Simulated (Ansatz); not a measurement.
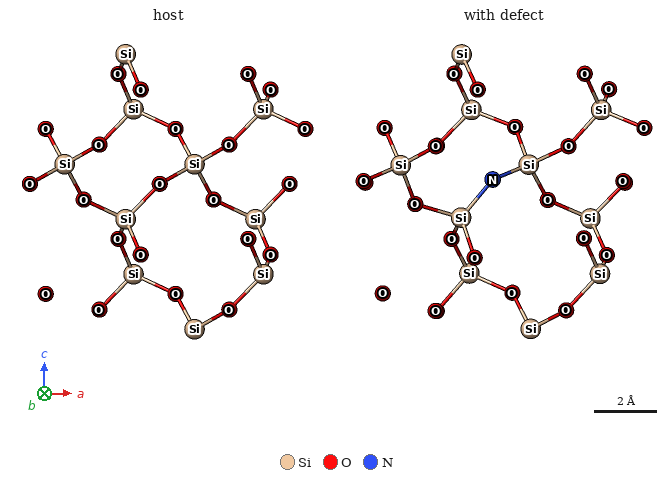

Left: perfect SiO$_{2}$. Right: the same region with one point defect, after relaxing the atoms in a supercell of 54 sites. The picture is a ball-and-stick view of the atoms within 5.4 Å of one point, in a slice 5.0 Å thick across the line of sight, seen along the b axis.

These are results of DFT, PBE, plane-wave PAW, default files, scalar-relativistic (Ansatz), not measurements. Set-up: plane-wave cutoff 420 eV; k-point mesh 3 × 3 × 2; occupations fermi dirac; smearing width 0.01 eV; no spin polarisation. A uniform background neutralises the charged cell. The axes drawn are those of the host's conventional cell.

**What kind of defect was made?**

An oxygen atom is replaced by nitrogen.

The charge state of the cell is −1.

**How does the lattice respond?**

In the host the O atom has 2 Si at 1.61 Å; the N atom ends with 2 Si at 1.62 Å. Of the host's atoms, an oxygen atom moves furthest from its site, by 0.21 Å. The N atom itself moves 0.23 Å from where it was put. Relaxing the atoms from the host's sites lowers the energy by 1.09 eV.

Limits of the set-up: the cell is charged, on a uniform background, and energies carry no finite-size correction.
